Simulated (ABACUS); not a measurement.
## Run report: Fe, band-structure run (part 2 of 2)

The same run, continued: Fe (P6₃/mmc, 2 atoms in the cell); Kohn-Sham DFT of a periodic cell, PBE, PseudoDojo NC SR 0.4.1 PBE standard, spin-polarised (ABACUS 3.10.1); cutoff 1224.51 eV, fermi-dirac of 0.05 eV, collinear spins. The structure derives from a Materials Project entry. It belongs to a series of runs on one base structure; here: bands on the converged density.

Geometry of the input (Å; fractional positions):
```
2.4342  0.0000  0.0000
-1.2171  2.1080  0.0000
0.0000  0.0000  3.8419
Fe 0.6667  0.3333  0.7500
Fe 0.3333  0.6667  0.2500
```

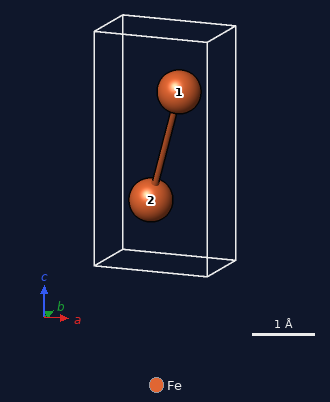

Fig. 1: The structure (ball-and-stick view of the cell of the calculation, seen slightly off an axis; atoms are numbered from 1 in the order of the input).

## What the program printed, continued
```
 k(47/186) Iter steps (avg)=15 threshold=1e-07
 k(48/186) Iter steps (avg)=14 threshold=1e-07
[... levels at 48 k points of this process ...]

          total magnetism (Bohr mag/cell) = 0.000586692
       absolute magnetism (Bohr mag/cell) = 0.000682005
                        nelec for spin up = 16.0003
                      nelec for spin down = 15.9997

 Density error is 0.00000000000
                          Error Threshold = 1.00000000000e-07
----------------------------------------------------------
     Energy           Rydberg                 eV
----------------------------------------------------------
 E_KohnSham     -501.3436558950      -6821.1303763229
 E_KS(sigma->0) -501.3431445063      -6821.1234185228
 E_Harris       -501.3436558950      -6821.1303763229
 E_band         -24.0555973587       -327.2931928727
 E_one_elec     -178.0497620874      -2422.4912919324
 E_Hartree      112.6375737800       1532.5128123035
 E_xc           -71.0339572655       -966.4665702989
 E_Ewald        -364.8964875448      -4964.6714107949
 E_entropy(-TS) -0.0010227774        -0.0139156002
 E_descf        0.0000000000         0.0000000000
 E_exx          0.0000000000         0.0000000000
 E_Fermi        1.6245862896         22.1036304309
----------------------------------------------------------

 charge density convergence is achieved
 final etot is -6821.1303763 eV
 EFERMI = 22.103630431 eV

 STATE ENERGY(eV) AND OCCUPATIONS    NSPIN == 2
SPIN UP :
 1/24 kpoint (Cartesian) = 0.0000 0.0000 0.0000 (1899 pws)
       1       -65.3432      0.0107527
       2       -65.1874      0.0107527
       3       -31.7291      0.0107527
       4       -31.1101      0.0107527
       5       -31.1101      0.0107527
       6       -31.0010      0.0107527
       7       -31.0010      0.0107527
       8       -30.9934      0.0107527
       9        12.7657      0.0107527
      10        16.7887      0.0107527
      11        20.2493      0.0107527
      12        20.2493      0.0107527
      13        20.3927      0.0107527
      14        20.7490      0.0107527
      15        20.7490      0.0107527
      16        21.1018      0.0107527
      17        21.1018      0.0107527
      18        22.4556    9.40970e-06
      19        22.7624    2.04045e-08
      20        22.7624    2.04044e-08
      21        31.0958    8.44137e-81
      22        43.5469        0.00000
      23        47.2293        0.00000
      24        48.0317        0.00000
      25        48.4178        0.00000
      26        48.4178        0.00000
      27        49.4116        0.00000
      28        49.4116        0.00000
      29        52.8898        0.00000

 2/24 kpoint (Cartesian) = 0.020541 0.011859 0.0000 (1896 pws)
       1       -65.3404      0.0107527
       2       -65.1863      0.0107527
       3       -31.7234      0.0107527
       4       -31.1214      0.0107527
       5       -31.1140      0.0107527
       6       -31.0128      0.0107527
       7       -31.0025      0.0107527
       8       -30.9960      0.0107527
       9        12.8616      0.0107527
      10        16.8523      0.0107527
      11        20.0933      0.0107527
      12        20.3045      0.0107527
      13        20.5260      0.0107527
      14        20.7197      0.0107527
      15        20.7974      0.0107527
      16        21.0359      0.0107527
      17        21.0626      0.0107527
      18        21.7608      0.0107414
      19        22.7819    1.38061e-08
      20        23.5760    1.74901e-15
      21        31.0985    7.99183e-81
      22        43.2771        0.00000
      23        46.2306        0.00000
      24        47.1688        0.00000
      25        48.0375        0.00000
      26        48.2399        0.00000
      27        50.6932        0.00000
      28        51.0201        0.00000
      29        51.2913        0.00000

 3/24 kpoint (Cartesian) = 0.041082 0.023719 0.0000 (1878 pws)
       1       -65.3323      0.0107527
       2       -65.1833      0.0107527
       3       -31.7068      0.0107527
       4       -31.1543      0.0107527
       5       -31.1251      0.0107527
       6       -31.0470      0.0107527
       7       -31.0071      0.0107527
       8       -31.0035      0.0107527
       9        13.1451      0.0107527
      10        17.0325      0.0107527
      11        19.8513      0.0107527
      12        20.4672      0.0107527
      13        20.6119      0.0107527
      14        20.6736      0.0107527
      15        20.7400      0.0107527
      16        20.9394      0.0107527
      17        20.9544      0.0107527
      18        21.2566      0.0107527
      19        22.8331    4.95587e-09
      20        24.6030    2.09886e-24
      21        31.1092    6.46208e-81
      22        42.2074        0.00000
      23        45.0257        0.00000
      24        45.5911        0.00000
      25        47.9635        0.00000
      26        48.7054        0.00000
      27        49.2282        0.00000
      28        52.3178        0.00000
      29        52.5864        0.00000

 4/24 kpoint (Cartesian) = 0.061623 0.035578 0.0000 (1880 pws)
       1       -65.3195      0.0107527
       2       -65.1787      0.0107527
       3       -31.6800      0.0107527
       4       -31.2058      0.0107527
       5       -31.1420      0.0107527
       6       -31.0997      0.0107527
       7       -31.0161      0.0107527
       8       -31.0146      0.0107527
       9        13.6026      0.0107527
      10        17.2938      0.0107527
      11        19.5847      0.0107527
      12        20.0336      0.0107527
      13        20.4982      0.0107527
      14        20.7279      0.0107527
      15        20.7992      0.0107527
      16        20.9617      0.0107527
      17        21.0729      0.0107527
      18        21.1654      0.0107527
      19        22.9002    1.29658e-09
      20        25.7007    6.13587e-34
      21        31.1333    3.98807e-81
      22        40.3641        0.00000
      23        44.0701        0.00000
      24        44.4453        0.00000
      25        46.8976        0.00000
      26        48.1044        0.00000
      27        49.3616        0.00000
      28        52.3354        0.00000
      29        53.5847        0.00000

 5/24 kpoint (Cartesian) = 0.082164 0.047437 0.0000 (1896 pws)
       1       -65.3029      0.0107527
       2       -65.1734      0.0107527
       3       -31.6445      0.0107527
       4       -31.2712      0.0107527
       5       -31.1650      0.0107527
       6       -31.1629      0.0107527
       7       -31.0337      0.0107527
       8       -31.0245      0.0107527
       9        14.2089      0.0107527
      10        17.5661      0.0107527
      11        19.3383      0.0107527
      12        19.4130      0.0107527
      13        20.3858      0.0107527
      14        20.6204      0.0107527
      15        20.9328      0.0107527
      16        21.0700      0.0107527
      17        21.2436      0.0107527
      18        21.4598      0.0107527
      19        22.9687    3.29524e-10
      20        26.8565    5.60075e-44
      21        31.1748    1.73958e-81
      22        38.2857        0.00000
      23        42.6403        0.00000
      24        44.0323        0.00000
      25        45.0318        0.00000
      26        47.6515        0.00000
      27        49.6724        0.00000
      28        52.1026        0.00000
      29        52.7443        0.00000

 6/24 kpoint (Cartesian) = 0.10270 0.059297 0.0000 (1904 pws)
       1       -65.2839      0.0107527
       2       -65.1680      0.0107527
       3       -31.6021      0.0107527
       4       -31.3441      0.0107527
       5       -31.2362      0.0107527
       6       -31.1855      0.0107527
       7       -31.0562      0.0107527
       8       -31.0359      0.0107527
       9        14.9212      0.0107527
      10        17.7399      0.0107527
      11        18.8705      0.0107527
      12        19.1814      0.0107527
      13        20.3377      0.0107527
      14        20.4382      0.0107527
      15        20.7956      0.0107527
      16        21.4685      0.0107527
      17        21.5997      0.0107522
      18        21.8006      0.0107276
      19        23.0297    9.72698e-11
      20        28.0608    1.94271e-54
      21        31.2155    7.70486e-82
      22        36.2503        0.00000
      23        41.3261        0.00000
      24        43.2250        0.00000
      25        43.4840        0.00000
      26        47.0359        0.00000
      27        48.9480        0.00000
      28        51.9096        0.00000
      29        52.5567        0.00000

[... levels at 42 further k points ...]

 --------------------------------------------
 !FINAL_ETOT_IS -6821.130376322876 eV
 --------------------------------------------

 Output bands in file: OUT.Fe/BANDS_1.dat

 Output bands in file: OUT.Fe/BANDS_2.dat
```

## Standard output
```
ABACUS v3.10.1

               Atomic-orbital Based Ab-initio Computation at UStc

%%%%%%%%%%%%%%%%%%%%%%%%%%%%%%%%%%%%%%%%%%%%%%%%%%%%%%%%%%%%%%%%%%%%%%%%%%%%%%%%%%%%%%%%%%%%%%%%%%%%%%%%%
 Warning: the number of valence electrons in pseudopotential > 8 for Fe: [Ar] 3d6 4s2
 Pseudopotentials with additional electrons can yield (more) accurate outcomes, but may be less efficient.
 If you're confident that your chosen pseudopotential is appropriate, you can safely ignore this warning.
%%%%%%%%%%%%%%%%%%%%%%%%%%%%%%%%%%%%%%%%%%%%%%%%%%%%%%%%%%%%%%%%%%%%%%%%%%%%%%%%%%%%%%%%%%%%%%%%%%%%%%%%%

 UNIFORM GRID DIM        : 27 * 27 * 45
 UNIFORM GRID DIM(BIG)   : 27 * 27 * 45
 ---------------------------------------------------------
 ---------------------------------------------------------
 SPIN    KPOINTS         PROCESSORS  THREADS
 2       186             4           4
 ---------------------------------------------------------
 Use plane wave basis
 ---------------------------------------------------------
 ELEMENT NATOM       XC
 Fe      2
 ---------------------------------------------------------
 Initial plane wave basis and FFT box
 ---------------------------------------------------------
 -------------------------------------------
 NONSELF-CONSISTENT :
 -------------------------------------------
 START CHARGE      : file
 ITER      TMAG       AMAG        ETOT/eV          EDIFF/eV         DRHO     TIME/s
 DA1      5.87e-04   6.82e-04  -6.82113038e+03   0.00000000e+00   0.0000e+00  12.81
```

## Results in brief

| quantity | value |
| --- | --- |
| outcome | converged |
| space group (tolerance 0.01 Å) | P6₃/mmc (194) |
| electrons treated | 32 |
| Fermi energy of the self-consistent step | 22.010 eV |
| net moment of the cell | 0.00 μB |
| integrated absolute moment | 0.00 μB |
| hardware | 4 threads of Intel Xeon @ 2.50GHz (Skylake/Cascade Lake), 16 GiB of memory available, shared host |
| wall time | 13 s (CPU time 54 s) |
| peak memory | 0.44 GiB |
